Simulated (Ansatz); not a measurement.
Cu (space group P6_3/mmc, No. 194). Coordinates: the geometry relaxed with DFT LDA, scalar-relativistic, plane waves, PAW in Ansatz 0.2.0.

```
Cu
1.0
     2.48753    0.00000    0.00000
    -1.24377    2.15427    0.00000
     0.00000    0.00000    8.13085
Cu
4
Cartesian
  0.0000 0.0000 0.0000
  0.0000 1.4362 2.0327
  0.0000 0.0000 4.0654
  1.2438 0.7181 6.0981
```

Describe the stacking along c, with columns A (0, 0), B (1/3, 2/3), C (2/3, 1/3) of the hexagonal mesh.

Cu(A) – Cu(B) – Cu(A) – Cu(C) (four layers in 8.13 Å).

As equal spheres, ABAC: a mixed close packing, (ch) in Jagodzinski's notation.

Polytype symbol 4H, Ramsdell's symbol (number of layers in the repeat and lattice).

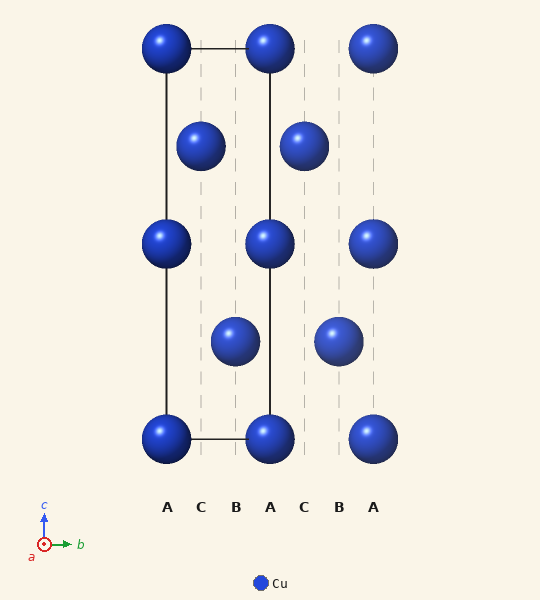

Projection along an edge of the hexagonal mesh, stacking direction c upwards. The dashed lines mark the three columns A (0, 0), B (1/3, 2/3) and C (2/3, 1/3). The sequence starts with the first layer at or above the cell's origin.
